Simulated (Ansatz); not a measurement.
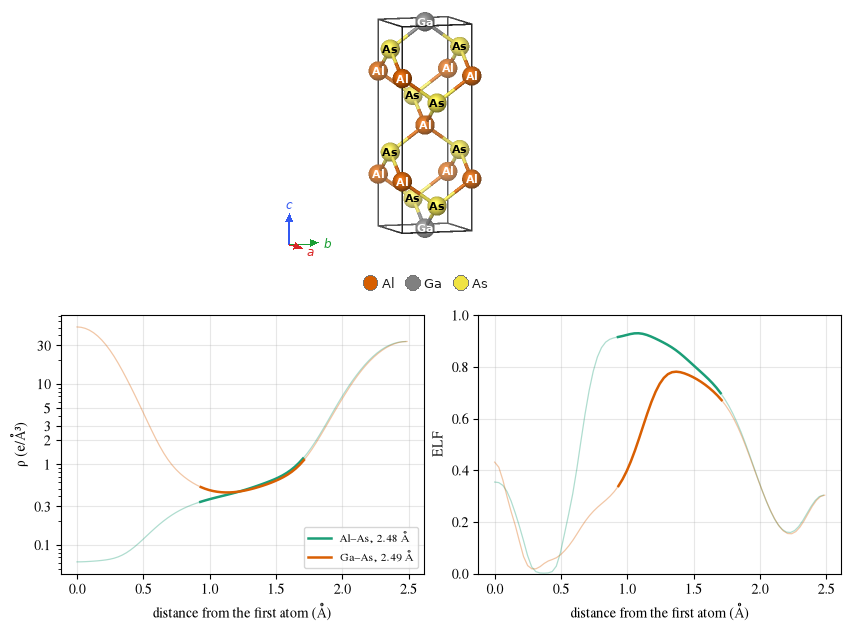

*Al$_{3}$GaAs$_{4}$. Valence pseudo-density and ELF along straight lines between neighbouring atoms. Thin, pale parts lie inside the atomic spheres. The structure is drawn too.*

Space group P-4m2; a structure generated by program, which may or may not match a known phase.

Theory: DFT PBE, scalar-relativistic, plane waves, PAW in Ansatz 0.2.0.

The density is the valence pseudo-density of a PAW calculation; it isn't the true density close to the nuclei.

Input file:

```
crystal:
  lattice:
    - [4.0744173326, 0.0, 0.0]
    - [0.0, 4.0744173326, 0.0]
    - [0.0, 0.0, 11.3413280749]
  atoms:
    - { symbol: Al, position: [0.0, 0.0, 0.7497253592] }
    - { symbol: Al, position: [0.0, 0.0, 0.2502746408] }
    - { symbol: Al, position: [0.5, 0.5, 0.5] }
    - { symbol: Ga, position: [0.5, 0.5, 0.0] }
    - { symbol: As, position: [0.5, 0.0, 0.8739418627] }
    - { symbol: As, position: [0.0, 0.5, 0.1260581373] }
    - { symbol: As, position: [0.5, 0.0, 0.37509765] }
    - { symbol: As, position: [0.0, 0.5, 0.62490235] }
basis:
  ecutwfc: 420
kpoints:
  mp_grid: { grid: [8, 8, 4] }
hamiltonian:
  xc: pbe
scf:
  occupations: { method: gaussian, width: 0.02 }
output:
  forces: true
  stress: true
  eigenvalues: true
  write_density: true
  write_potential: true
  elf: true
  volumetric_format: npy
relax:
  adjacent_minimum: "off"
  f_tol: 0.01
  max_steps: 80
  cell: { stress_tol: 0.05 }
```

Launched as:

```sh
ansatz run input.yaml --threads 1 --pin off --max-ram 2560MiB --backend cpu --events-out ev --progress --plain --runs-dir out
```

Below, planes, directions and counts refer to the conventional cell (a = 4.06 Å, b = 4.06 Å, c = 11.46 Å, α = 90.00°, β = 90.00°, γ = 90.00°).

The fields are those of the relaxed geometry.

Question: What kind of bonding do the profiles show?

Answer: Al–As (2.48 Å): ρ is about 0.47 e/Å³ halfway; the ELF peaks at about 0.95 between the atoms; localised, covalent bonding.
Ga–As (2.49 Å): the density is about 0.47 e/Å³ at the midpoint; the ELF peaks at about 0.80 between the atoms (localised, covalent bonding).
